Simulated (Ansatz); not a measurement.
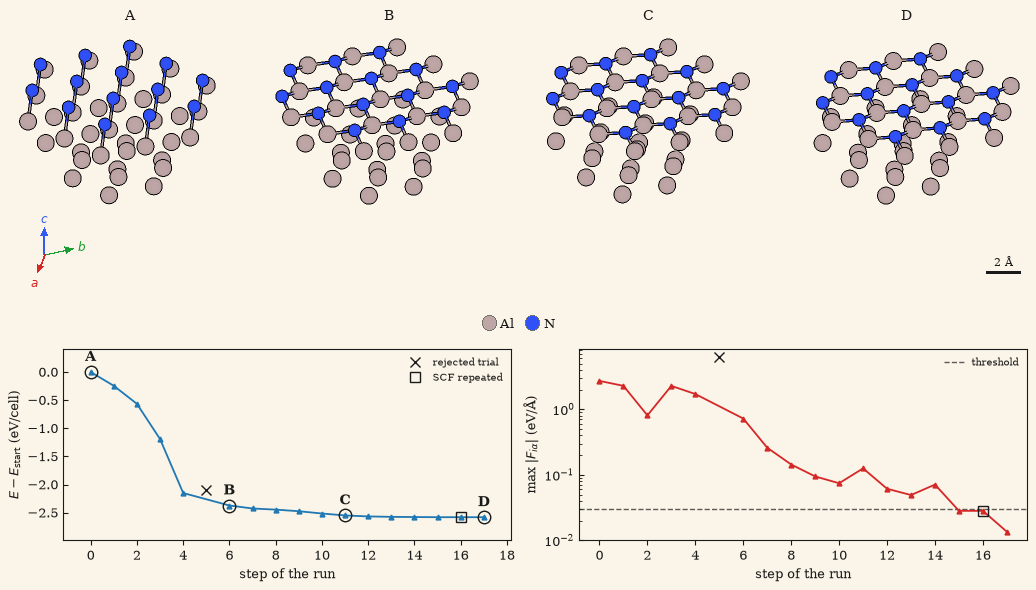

Frames of a constrained relaxation of a slab of composition Al₈N (cut from the P6_3/mmc phase), marked on the history of the run. The picture is a ball-and-stick view of the atoms within 5.8 Å of the atom that moves most (axes of the 2 × 3 repeat of the cell, outlined in the plane, without the vacuum), seen from a free direction.

Case: N put at a bridge Al-Al site. The slab is the (0 0 1) face of Al with N on it. 4 atoms are held fixed.

The calculation used Ansatz, DFT PBEsol, scalar-relativistic, plane waves, PAW. Settings: plane-wave cutoff 420 eV; k-point mesh 12 × 12 × 1; occupations gaussian; smearing width 0.1 eV; no spin polarisation; dipole correction; atoms relaxed in a fixed cell; force threshold 0.03 eV/Å; at most 70 steps.

Q: What happens along the run?

A: The energy falls by 2.581 eV per cell of the calculation in 15 accepted moves (17 points after the start). The largest force component goes from 2.7 to 0.014 eV/Å. The line search rejected the trial step at point 5 of the run. 1 step only repeated the SCF at the same geometry. The largest move is that of an Al atom, 1.65 Å within the plane. By element the largest moves are Al 1.65 Å, N 1.14 Å. The lattice vectors keep their values. Some distances before and after: Al–N 2.779 → 1.673 Å, Al–N 1.924 → 1.673 Å. New bonds form: Al–N (2.78 → 1.67 Å). Bond angles that change, for instance: N–Al–N 95.0° → 116.0°, Al–N–Al 95.0° → 116.0°. From step 0 to 6: the N atom moves most (0.74 Å), energy −2.373 eV per cell of the calculation. From step 6 to 11: Al and N atoms move most (0.74 Å), energy −0.177 eV per cell of the calculation. From step 11 to 17: Al and N atoms move most (0.71 Å), energy −31.8 meV per cell of the calculation.

```json
{"step": "0", "E − E(0), meV/atom": "0.00", "largest force component, eV/Å": "2.7169", "note": ""}
{"step": "1", "E − E(0), meV/atom": "-27.30", "largest force component, eV/Å": "2.2828", "note": ""}
{"step": "2", "E − E(0), meV/atom": "-62.92", "largest force component, eV/Å": "0.8088", "note": ""}
{"step": "3", "E − E(0), meV/atom": "-132.51", "largest force component, eV/Å": "2.2789", "note": ""}
{"step": "4", "E − E(0), meV/atom": "-238.95", "largest force component, eV/Å": "1.7121", "note": ""}
{"step": "5", "E − E(0), meV/atom": "-233.81", "largest force component, eV/Å": "6.1916", "note": "rejected"}
{"step": "6", "E − E(0), meV/atom": "-263.63", "largest force component, eV/Å": "0.7236", "note": ""}
{"step": "7", "E − E(0), meV/atom": "-269.53", "largest force component, eV/Å": "0.2597", "note": ""}
{"step": "8", "E − E(0), meV/atom": "-271.77", "largest force component, eV/Å": "0.1438", "note": ""}
{"step": "9", "E − E(0), meV/atom": "-274.91", "largest force component, eV/Å": "0.0947", "note": ""}
{"step": "10", "E − E(0), meV/atom": "-279.43", "largest force component, eV/Å": "0.0745", "note": ""}
{"step": "11", "E − E(0), meV/atom": "-283.24", "largest force component, eV/Å": "0.1255", "note": ""}
{"step": "12", "E − E(0), meV/atom": "-285.18", "largest force component, eV/Å": "0.0614", "note": ""}
{"step": "13", "E − E(0), meV/atom": "-286.04", "largest force component, eV/Å": "0.0492", "note": ""}
{"step": "14", "E − E(0), meV/atom": "-286.41", "largest force component, eV/Å": "0.0710", "note": ""}
{"step": "15", "E − E(0), meV/atom": "-286.71", "largest force component, eV/Å": "0.0282", "note": ""}
{"step": "16", "E − E(0), meV/atom": "-286.71", "largest force component, eV/Å": "0.0282", "note": "same geometry, SCF repeated"}
{"step": "17", "E − E(0), meV/atom": "-286.78", "largest force component, eV/Å": "0.0135", "note": ""}
```

Limits of the set-up: the cell has an odd number of electrons but was run without spin polarisation; the periodic images lie only 2.8 Å apart, so the values are limited by the cell's size.
